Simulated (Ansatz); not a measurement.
Single-point calculation, with input and output: C

The run: single-point calculation of C (slab, 4 atoms in the cell). Method and program: DFT PBE+D3(BJ), scalar-relativistic, plane waves, PAW, PAW set soft_1, no spin polarisation (Ansatz 0.2.0).

The structure derives from an entry of the Crystallography Open Database.

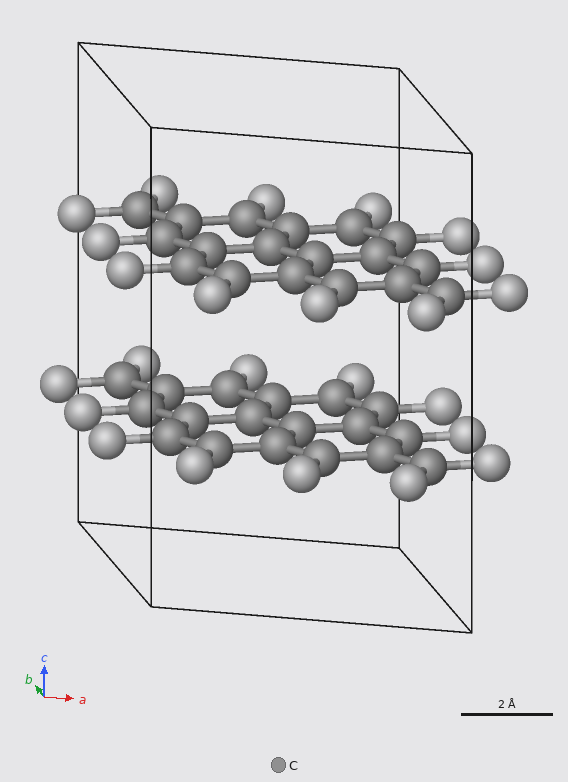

*The input geometry (ball-and-stick view of the 3 × 3 repeat of the cell, with the vacuum cut short, seen slightly off an axis; neighbours outside the cell are drawn fainter). An atom can appear more than once, as a periodic image.*

Near neighbours in the periodic cell (some may lie outside the picture): C has 3 C at 1.42 Å.

## Key numbers

```csv
quantity,value
outcome,converged
electrons treated,16
free energy,−1004.1979 eV
"work function, top face",4.25 eV
"work function, bottom face",4.25 eV
Fermi energy,0.076 eV
gap on the k-point mesh,0.22 eV
work function (upper face),4.25 eV
largest force (length of the vector),0.024 eV/Å
hardware,"1 thread of Arm Neoverse N1, 24 GiB of memory available, shared host"
wall time,21 s
peak memory,0.36 GiB
```

Warnings of the run: the structure was made exactly symmetric; the exchange-correlation potential is rough where the density is thin.

## Input
```yaml
crystal:
  lattice:
    - [2.4656524409, 0.0, 0.0]
    - [-1.2328262205, 2.1353176508, 0.0]
    - [0.0, 0.0, 17.5000663883]
  atoms:
    - { symbol: C, position: [0.6666666667, 0.3333333333, 0.2571437784] }
    - { symbol: C, position: [0.3333333333, 0.6666666667, 0.2571418816] }
    - { symbol: C, position: [0.8333333333, 0.3333333333, 0.4805733991] }
    - { symbol: C, position: [0.5, 0.6666666667, 0.4805715023] }
basis:
  ecutwfc: 420
kpoints:
  mp_grid: { grid: [15, 15, 1] }
hamiltonian:
  xc: pbe
  pseudopotentials: { kind: paw, azcp: { folder: soft_1 } }
  dispersion: d3bj
scf:
  occupations: { method: gaussian, width: 0.1 }
output:
  forces: true
  eigenvalues: true
  write_density: true
  write_potential: true
  elf: true
  volumetric_format: npy
efield:
  axis: 3
  dipole_correction: true
  ramp_width: 0.04
```

Launched with:
```bash
ansatz run input.yaml --threads 1 --pin off --max-ram 3072MiB --backend cpu --events-out ev --progress --plain --runs-dir out
```

## The program's output
```
Warning: the atoms were moved onto the symmetric positions of the space group found under crystal.symmetry.tolerance 1.0e-5 (fractional; no operation is sought that the atoms, as they stand in a round, miss by more than twice it, and no atom is moved by as much as it), and the run uses the moved positions. Before a round's move an operation carried an atom to 3.32e-5 Å from where it should land, the largest such distance. Atom 0 (counting from 0) moved farthest, by 1.66e-5 Å; the longest move in fractions of the cell, of whichever atom, is 0.09 of the tolerance, in 1 round. To run the atoms as typed, lower crystal.symmetry.tolerance until the operations that they miss are no longer found, or set crystal.symmetry.detect: false (a key that needs symmetry detection or time reversal refuses this as the deck is read). The positions used, in the order of the run's atom list: position: [0.66666666665, 0.3333333333, 0.25714283000000004]; position: [0.33333333335, 0.6666666667, 0.25714283000000004]; position: [0.8333333333, 0.3333333333, 0.4805724507]; position: [0.5, 0.6666666667, 0.4805724507]; The lattice was moved too: crystal.lattice keeps the space group found at crystal.symmetry.tolerance 1.0e-5 only nearly: the operation that it misses by the most changes a squared length by the fraction 4.68e-11. The run uses the lattice that is a stretch of the typed one, with no rotation, onto the one that keeps every operation to a double's rounding (on a very oblique basis the stretch itself rounds by more); the deck's lattice vector that moved farthest moved by 2.89e-11 Å. To run the lattice as typed, set crystal.symmetry.detect: false, as for the atoms. crystal.lattice made exact, in Å and degrees: [[2.4656524409, 2.8867535779013515e-11, 0.0], [-1.232826220475, 2.135317650785566, 0.0], [0.0, 0.0, 17.5000663883]]. Pasted over the deck's crystal.lattice, beside positions in fractional coordinates, it runs the same cell (given as lengths and angles, that cell in the form's own orientation, a rigid turn of the misfit's size from the one run here, for which a checkpoint.post_process_only pass over this run's state can be refused: where this run relaxes nothing, give such a pass this deck's own crystal.lattice, as typed; behind a relaxation, as crystal.lattice, the state's own cell, identity.cell in its checkpoint.json), and a matrix so pasted ends this notice, except on a very skew basis of the lattice, where the rounding of the pasted numbers themselves can read as a misfit: the cell is then moved again, and that move is told again. The lattice as run is in this notice's lattice.as_run_ang field (Run.prep()["deck_notices"] in Python, the deck_notice line of an events file, deck_notices of ansatz run --dry-run=json, or deck_notices in record.json in the deck's checkpoint.write directory).
Engine: ansatz 0.2.0, aarch64-unknown-linux-gnu
Pseudopotentials: kind: paw
Pseudopotential: C, paw, valence charge 4, recommended cutoff 420 eV (normal), [file]
Functional definition: PBE
  parameter kappa = 0.804
  parameter beta = 0.06672455060314922
  exchange = pbe_x(kappa = kappa, mu = beta*pi^2/3)
  correlation = pbe_c(beta = beta)
Crystal: 4 atoms, lattice volume = 92.137 Å³
Basis set: ecut = 420 eV, 1745 PW (Γ), exchange–correlation on 36×36×240 points (8 copies of the dense FFT grid, shifted against one another)
Bands: 12, of which v1, the nominal top of the filled ones, is band 8 counted from 1 (7 counted from 0)
Symmetry: 2 space group operations
k-points: 64 of 225 (time reversal used)
Non-local potential: C, projectors of the file, l = 0: 2, l = 1: 2, l = 2: 1
PAW form: soft (Blöchl's): semilocal exchange-correlation on the pseudo side does not see the compensation charge
PAW one-centre angular grid: C, 110 points (default); XC on 64 Gauss nodes
Initial density: superposition of atomic densities (neutral atoms: chi_scale 0, normalization atom)
Initial wavefunctions: pseudopotential atomic-orbital guess
Functional: x = pbe(κ = 0.804, μ = 0.2195149727645171), c = pbe(β = 0.06672455060314922)
SCF iter   1: F=—  HF=-1006.478957 eV  |F-HF|=—  |Δ(HF+E_count)|=         —  Δρ=7.90e-2  dr2=5.23e0  ethr=3.10e-3  p=-0.000 e·Å  D=-1.10e-6 V/Å  ΔV_dip=0.00 eV  dr2_dipole=1.12e-7  V_vac-E_F(+/−)=8.25/8.25 eV  ⟨swp⟩=6.3  Hψ=5259  notcnv=0
efield: sawtooth ramp at fractional position 0.8489 (placed from the atoms, in the widest stretch of the axis that holds none; the zero of the levels goes with the place), width 0.0400; the density the first Hamiltonian is built on has a dipole p = -0.000 e·Å; the dipole correction subtracts the counter field D = -1.10e-6 V/Å, which shifts the + side's vacuum level by +0.00 eV against the − side's; the planar-averaged density in the ramp window peaks in size at 1.1e-6 e/Å³
preconditioner: auto → LDOS  [insulator: Δε(μ)=0.150 eV  Ē_g=16.284 eV  σ=0.100 eV  W_gap=0.71  n_scr=10 (ndim 8)  ℏωp=15.5 eV  f_vac=0.545  D(μ)=0.21/eV (n_scr^D=2)  ε∞_Penn≈1.9  β→1.0]
SCF iter   2: F=—  HF=-1004.540451 eV  |F-HF|=—  |Δ(HF+E_count)|=    1.94e0  Δρ=2.74e-2  dr2=7.52e-1  ethr=3.10e-3  p=0.000 e·Å  D=3.00e-4 V/Å  ΔV_dip=-0.01 eV  dr2_dipole=1.30e-5  V_vac-E_F(+/−)=2.73/2.74 eV  ⟨swp⟩=4.0  Hψ=2736  notcnv=0
preconditioner: auto → none  [insulator: Δε(μ)=0.255 eV  Ē_g=13.945 eV  σ=0.100 eV  W_gap=0.93  n_scr=10 (ndim 8)  ℏωp=15.5 eV  f_vac=0.589  D(μ)=0.06/eV (n_scr^D=0)  ε∞_Penn≈2.2  β→0.5]
SCF iter   3: F=—  HF=-1004.197513 eV  |F-HF|=—  |Δ(HF+E_count)|=   3.43e-1  Δρ=4.39e-3  dr2=8.72e-3  ethr=3.10e-3  p=0.002 e·Å  D=3.40e-3 V/Å  ΔV_dip=-0.06 eV  dr2_dipole=2.95e-4  V_vac-E_F(+/−)=4.38/4.44 eV  ⟨swp⟩=2.9  Hψ=2084  notcnv=0
SCF iter   4: F=—  HF=-1004.205051 eV  |F-HF|=—  |Δ(HF+E_count)|=   7.54e-3  Δρ=1.89e-3  dr2=2.79e-2  ethr=5.45e-5  p=-0.014 e·Å  D=-2.74e-2 V/Å  ΔV_dip=0.48 eV  dr2_dipole=8.84e-3  V_vac-E_F(+/−)=4.35/3.87 eV  ⟨swp⟩=3.8  Hψ=2206  notcnv=0
SCF iter   5: F=—  HF=-1004.200092 eV  |F-HF|=—  |Δ(HF+E_count)|=   4.96e-3  Δρ=1.05e-3  dr2=1.10e-2  ethr=5.45e-5  p=0.008 e·Å  D=1.67e-2 V/Å  ΔV_dip=-0.29 eV  dr2_dipole=4.50e-3  V_vac-E_F(+/−)=4.04/4.33 eV  ⟨swp⟩=3.0  Hψ=2012  notcnv=0
SCF iter   6: F=—  HF=-1004.197930 eV  |F-HF|=—  |Δ(HF+E_count)|=   2.16e-3  Δρ=2.56e-4  dr2=1.78e-4  ethr=5.45e-5  p=0.001 e·Å  D=1.67e-3 V/Å  ΔV_dip=-0.03 eV  dr2_dipole=4.84e-5  V_vac-E_F(+/−)=4.22/4.25 eV  ⟨swp⟩=1.9  Hψ=842  notcnv=0
SCF iter   7: F=—  HF=-1004.197921 eV  |F-HF|=—  |Δ(HF+E_count)|=   8.87e-6  Δρ=6.65e-5  dr2=3.75e-6  ethr=1.11e-6  p=-0.000 e·Å  D=-4.62e-5 V/Å  ΔV_dip=0.00 eV  dr2_dipole=1.89e-8  V_vac-E_F(+/−)=4.25/4.25 eV  ⟨swp⟩=2.3  Hψ=1231  notcnv=0
SCF iter   8: F=—  HF=-1004.197933 eV  |F-HF|=—  |Δ(HF+E_count)|=   1.13e-5  Δρ=2.82e-5  dr2=3.32e-7  ethr=2.34e-8  p=0.000 e·Å  D=5.35e-6 V/Å  ΔV_dip=-0.00 eV  dr2_dipole=9.61e-9  V_vac-E_F(+/−)=4.25/4.25 eV  ⟨swp⟩=2.5  Hψ=1430  notcnv=0
SCF iter   9: F=-1004.197934 eV  HF=-1004.197934 eV  |F-HF|=3.82e-8  |Δ(HF+E_count)|=   1.02e-6  Δρ=6.53e-6  dr2=5.11e-8  ethr=6.25e-10  p=0.000 e·Å  D=3.47e-6 V/Å  ΔV_dip=-0.00 eV  dr2_dipole=7.46e-9  V_vac-E_F(+/−)=4.25/4.25 eV  ⟨swp⟩=14.3  Hψ=7481  notcnv=0
SCF 1 converged in 9 iterations: F = -1004.197934 eV  dr2 = 5.11e-8
  greatest PAW one-centre occupation: 0.673 electrons in one spin orbital (limit 2), on the C atom at site 3 (counted from 0), in its partial waves of l = 0
WARN: The output density's exchange-correlation potential varies sharply where the density is thin. Do not read a vacuum level from v_tot or v_xc, or from such a field of the output density. On a cell that repeats whose density bears no net charge and no dipole along the vacuum's axis use v_es (v_loc + v_h of the components); under efield.dipole_correction with no amplitude use v_es + v_field, which holds any external_charges[].barrier, or the levels of the report's work_function block, which leave it out; under a non-zero efield.amplitude the vacuum is tilted and has no level; on a cell that repeats and bears such a dipole with no correction it is tilted too, and efield.dipole_correction with no amplitude gives each side of its ramp a level where efield: is served; in a cell that repeats whose density bears a net charge (total_charge, or a fill off its count) it is curved and has none; of a slab under crystal.periodic whose density bears no net charge use v_es, which has a level on each side, short of where the two are joined; of another it falls or rises all the way out and has none; of a slab beside external_charges read slab_vacuum_level instead, which it has where they leave it neutral. The grid or the basis barely resolves most such structure, and the values can differ between equally converged runs; as a rule a tighter scf.convergence.dr2_threshold does not remove it. Where the density itself ripples (under the LDA too) a higher basis.ecutwfc lessens it. The files hold the spikes' plane waves up to the density's cutoff. Files: v_tot_of_output_density and the like, and their columns of v_z.tsv (output.write_potential); v_xc_of_output_density and the like, and their columns of v_comp_z.tsv (output.write_potential_components). Measured: with its Gaussian average of σ = 0.25 Å subtracted twice, the exchange-correlation potential is over 0.1 eV at 22 of the grid points where the equally averaged density (valence and model cores) is under 1e-3 e/Å³, and 0.142 eV at the most among them, at an averaged density of 3.7e-7 e/Å³. The input density's (outcome.potential() and, of a run that writes arrays, v_tot and v_xc) is over 0.1 eV, so measured, at 408 points of its own thin density, 0.173 eV at the most. See output.write_potential in the manual, Limitations
SCF converged after 9 iterations
Free energy (F): -1004.197934 eV
Harris-Foulkes:  -1004.197934 eV  (|F-HF|=3.82e-8)
Internal energy: -1004.197427 eV  (E = F + TS)
E sigma→0 (E₀):  -1004.197681 eV
Entropy (-TS):   -0.000506 eV (-0.127 meV/atom)
Fermi energy:    0.075555 eV
Dipole field:    D = -0.000168 V/Å  (p = -0.000085 e·Å, saw-weighted, corrected)
Work function:   Φ+ = 4.2507 eV   Φ− = 4.2478 eV
Levels:          The Fermi level and band energies are counted from a zero that moves with the ramp; work functions are not
--- Per-component energies (eV) ---
  E_band       = -145.191127
  E_kinetic    = 353.859348
  E_local      = -5397.135164  (includes V_loc(G=0)·N_el)
  E_nonlocal   = 93.730942
  E_hartree    = 2533.431069
  E_xc         = -187.734931
  E_vxc        = -231.157672  (∫ρ·V_xc dr)
  E_paw        = -400.386896  (= ΣΔE_a)
  E_vpaw       = -31.356673  (= ΣTr[D̂ρ^β])
  E_aug_tail   = 0.000065  (compensation charges beyond the density's cutoff)
  E_efield     = 0.000000  (sawtooth field / dipole correction)
  E_vefield    = 0.000000  (∫n·V_field dr)
  E_ewald      = 2000.471162
  E_disp       = -0.433023  (pairwise vdW)
  E_smearing   = -0.000506  (= −TS)
  E_closure    = -0.000000  (closes the sum)
  Σ components = -1004.197934   (vs F -1004.197934, Δ=0.00e0)
--- Forces (eV/Å), atoms counted from 1 ---
  atom   1  C     -0.00131184     0.00004042     0.02440372
  atom   2  C     -0.00131184    -0.00004042     0.02440372
  atom   3  C      0.00131158     0.00003545    -0.02433873
  atom   4  C      0.00131158    -0.00003545    -0.02433873
  max |Σ_I F_I| component: 1.30e-4 eV/Å
--- Band table (eV; the first three rows and the last of 64) ---
  k-point 0: bands = ["-19.4729", "-19.4316", "-7.7571", "-7.3386", "-2.9670", "-2.9663", "-2.9649", "-2.9642", "3.3450", "3.8765", "4.6783", "6.0399"]
  k-point 1: bands = ["-19.3678", "-19.3268", "-7.6304", "-7.2139", "-3.3925", "-3.3889", "-3.1890", "-3.1874", "3.4860", "4.0191", "4.8201", "6.1762"]
  k-point 2: bands = ["-19.0533", "-19.0132", "-7.2526", "-6.8421", "-4.5224", "-4.5163", "-3.7533", "-3.7515", "3.9089", "4.4464", "5.2453", "6.5834"]
  k-point 63: bands = ["-15.6897", "-15.6591", "-10.1661", "-10.1488", "-8.2240", "-8.2118", "-3.3719", "-3.0468", "3.3899", "3.6052", "8.5099", "9.0495"]
```

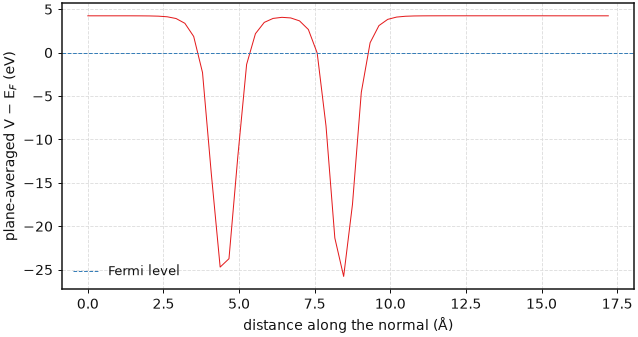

*Plane average of the electrostatic potential energy of an electron across the cell, from the Fermi level.*

The vacuum level lies 4.25 eV above the Fermi level.

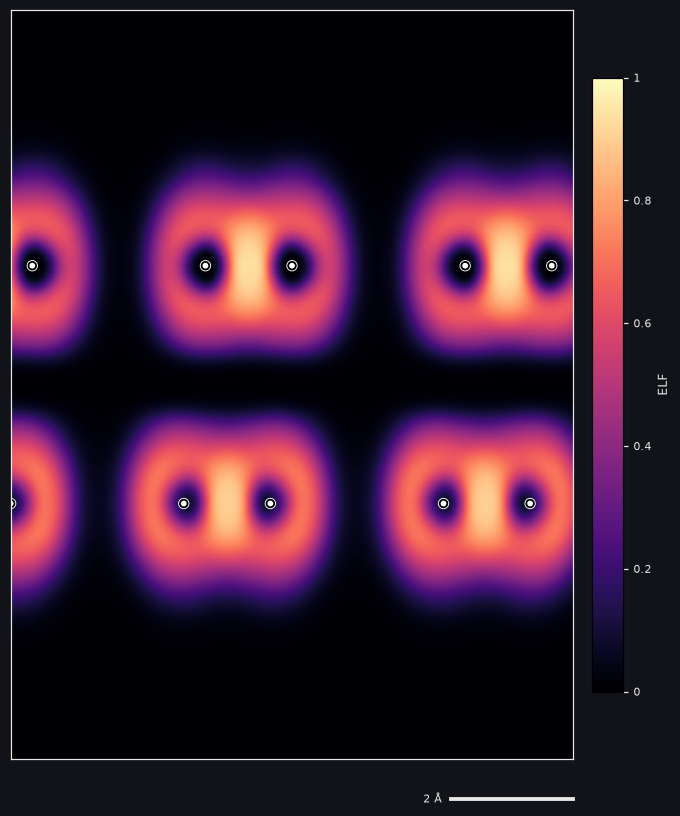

*Electron localisation function on the (110) plane of the calculation cell, a cut from vacuum to vacuum. Circles mark the nuclei in the plane (C).*

C–C (1.42 Å): the ELF peaks at about 0.95 between the atoms, which marks a covalent bond. The fields are those of the smooth PAW valence density.

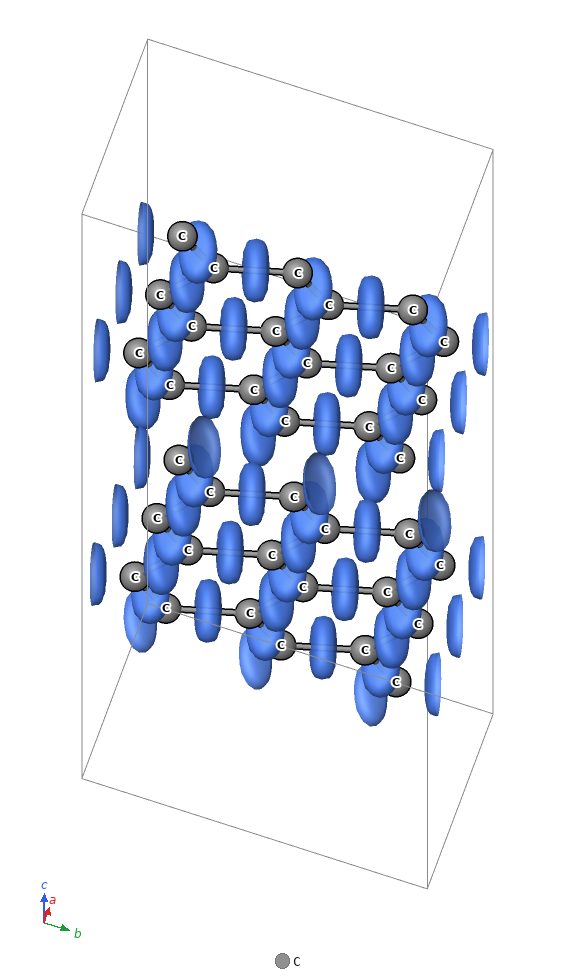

*Isosurface of the electron localisation function at 0.85 (blue), seen at an oblique angle. Only the valence region is drawn (cores and ρ < 0.01 e/Å³ removed). Sticks mark near contacts.*
